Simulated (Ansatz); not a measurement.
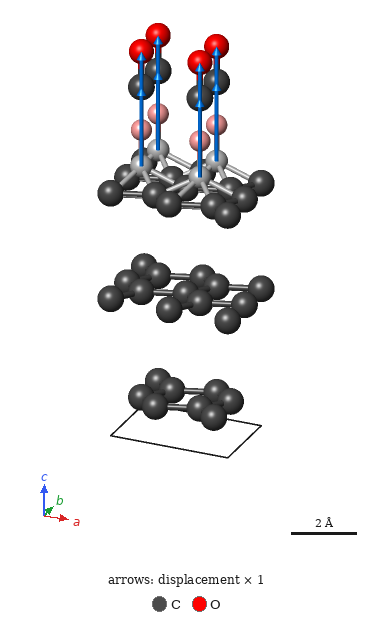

This is a constrained relaxation of a slab of composition C7O (cut from the R-3m phase). The starting structure is drawn faded, the final one solid; blue arrows show the displacements, at their true length.

The picture is a ball-and-stick view of the 2 × 2 repeat of the cell, outlined in the plane, without the vacuum, seen slightly off an axis.

Case: CO put at a hollow C-C site. The slab is the (0 0 1) face of C with CO on it. 2 atoms are held fixed.

Method: Ansatz 0.2.0, DFT PBE+D3(BJ), scalar-relativistic, plane waves, PAW.

Input file:
```yaml
crystal:
  lattice:
    - [2.4650495083, 0.0, 0.0]
    - [-1.2325247541, 2.1347954958, 0.0]
    - [0.0, 0.0, 26.8487123425]
  atoms:
    - { symbol: C, position: [0.6666666667, 0.3333333333, 0.3165887396] }
    - { symbol: C, position: [0.3333333333, 0.6666666667, 0.3166487054] }
    - { symbol: C, position: [0.3333333333, 0.6666666667, 0.4413079859] }
    - { symbol: C, position: [0.0, 0.0, 0.4413679518] }
    - { symbol: C, position: [0.0, 0.0, 0.5660272323] }
    - { symbol: C, position: [0.6666666667, 0.3333333333, 0.5660871981] }
    - { symbol: C, position: [0.3333333333, 0.6666666667, 0.5914142973] }
    - { symbol: O, position: [0.3333333333, 0.6666666667, 0.6342468914] }
basis:
  ecutwfc: 420
kpoints:
  mp_grid: { grid: [12, 12, 1] }
hamiltonian:
  xc: pbe
  dispersion: d3bj
scf:
  occupations: { method: gaussian, width: 0.05 }
output:
  forces: true
  eigenvalues: true
relax:
  adjacent_minimum: "off"
  f_tol: 0.03
  max_steps: 70
  constraints: [{ sites: [0, 1] }]
efield:
  axis: 3
  dipole_correction: true
  ramp_width: 0.04
```

Launched with:
```bash
ansatz run input.yaml --threads 1 --pin off --max-ram 2560MiB --backend cpu --events-out ev --progress --plain --runs-dir out
```

**Describe the change and its energy.**

After 16 geometry steps the energy has fallen by 11.783 eV per cell of the calculation. The largest force component goes from 8.7 to 0.028 eV/Å. The largest moves, 2.52 Å, are those of C7 and O8. C7 goes along the normal (+c). Largest moves by element: C 2.52 Å, O 2.50 Å. The cell stays as it was. Near-neighbour distances that change, for instance: C5–C7 1.578 → 3.470 Å, C7–O8 1.150 → 1.134 Å. Bonds break: C5–C7 (1.58 → 3.47 Å), C6–C7 (1.58 → 3.47 Å). The run may lie on a higher electronic state than the lowest, so the end point isn't shown to be the ground-state structure.

Limits of the set-up: the periodic images lie only 2.5 Å apart, so the values are limited by the cell's size.
